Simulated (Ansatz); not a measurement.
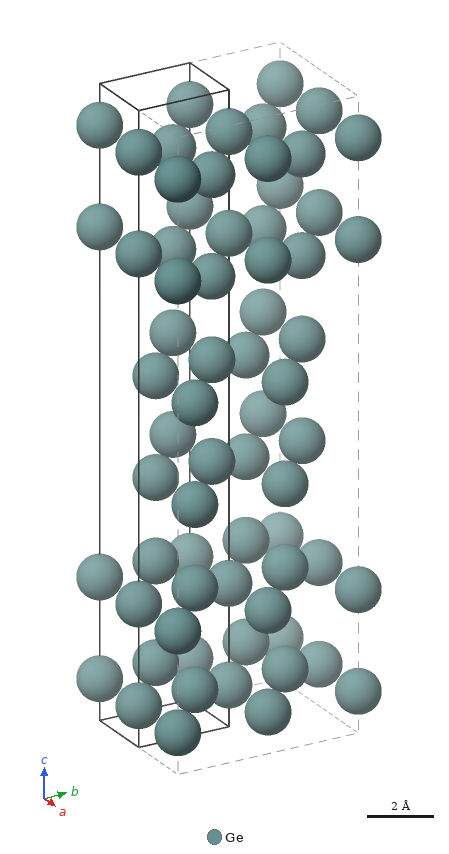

View slightly off an axis, drawn as a spheres-only model. The drawing covers 2×2×1 cells, and the solid lines enclose one conventional unit cell.

Explain the picture.

The element is germanium. The atoms follow space group R-3m (No. 166); the Bravais lattice is rhombohedral (trigonal R). The cell holds twelve atoms. Ge takes two kinds of site: 6c with four Ge in a tetrahedral arrangement at about 2.5 to 2.6 Å; 6c with three Ge in a trigonal pyramidal arrangement at about 2.5 Å.

Provenance: a structure listed in the Materials Project, with elements exchanged, so it need not be a known form of the compound. Cell shown after relaxation with DFT r2SCAN, scalar-relativistic, plane waves, PAW in Ansatz 0.2.0.
